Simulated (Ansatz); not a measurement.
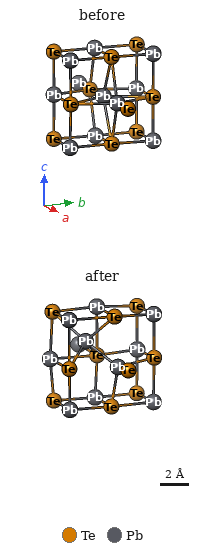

The structure of a defect cell of composition Te₃₂Pb₃₃ (cell charge +1) before (top) and after (bottom) a relaxation, at one scale.

The picture is a ball-and-stick view of the atoms within 5.0 Å of the atom that moves most (axes of the cell of the calculation (origin shifted)), seen slightly off an axis.

Level of theory: Ansatz, DFT, PBEsol, PAW, plane waves. Set-up: plane-wave cutoff 420 eV; k-point mesh 1 × 1 × 1; mesh shifted by (0.25, 0.25, 0.25); collinear spin; atoms relaxed in a fixed cell; force threshold 0.03 eV/Å; at most 80 steps.

Summarise the run.

A Pb atom moves most: 1.95 Å along [0 −1 1]. By element the largest moves are Pb 1.95 Å, Te 0.90 Å. The cell stays as it was. Among the contacts that change: Pb–Te 4.816 → 3.258 Å, Pb–Te 3.605 → 5.138 Å, Pb–Te 3.587 → 5.072 Å, Pb–Te 2.190 → 3.073 Å. New bonds form: Pb–Te (4.82 → 3.26 Å). Bond angles that change, for instance: Te–Pb–Pb 178.7° → 76.2°, Te–Pb–Pb 178.1° → 115.9°, Pb–Te–Pb 178.4° → 124.8°. Over 16 geometry steps the energy falls by 8.920 eV per cell of the calculation. Largest force component: 15 eV/Å at the start, 0.022 eV/Å at the end.

Limits of the set-up: the cell is charged, on a uniform background, and energies carry no finite-size correction.
